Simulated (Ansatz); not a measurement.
System: CaSe, space group Cmcm, 4 atoms in the cell, wurtzite type, uniaxial (x) strain +2.4%.

```yaml
crystal:
  lattice:
    - [5.12473, 0.00000, 0.00000]
    - [-2.56236, 4.33497, 0.00000]
    - [0.00000, 0.00000, 5.87573]
  atoms:
    - { symbol: Ca, position: [0.33178, 0.66357, 0.93750] }
    - { symbol: Ca, position: [0.66822, 0.33643, 0.43750] }
    - { symbol: Se, position: [0.33114, 0.66228, 0.43750] }
    - { symbol: Se, position: [0.66886, 0.33772, 0.93750] }
```

Computed with Ansatz 0.2.0: DFT, PBE, plane waves, PAW, no spin polarisation, 6×6×4 k mesh, Fermi-Dirac smearing of 0.02 eV.

What will the density of states look like?

There is a gap; over the k points computed it is 2.50 eV. The upper group of valence states starts about 2.6 eV under the valence-band top, with a gap beneath it; it holds about 12 electrons a cell.

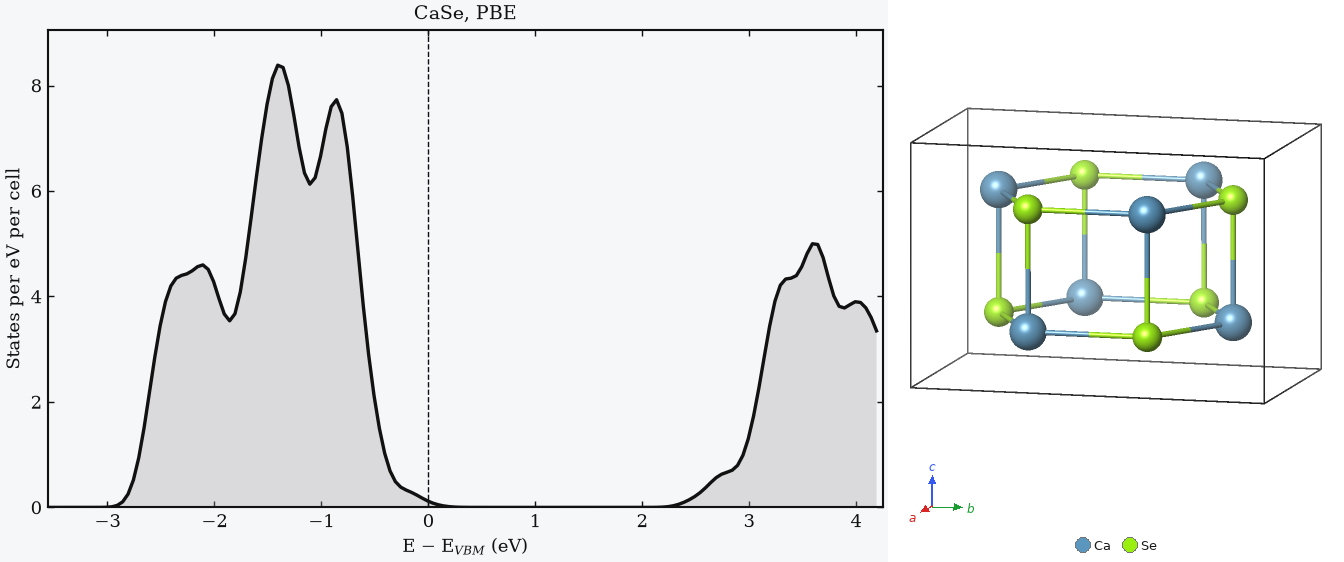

Density of states, beside the structure. Energies are counted from the top of the valence band. The curve is built from the levels of the k mesh with Gaussians 0.3 eV wide, which also blur the band edges.
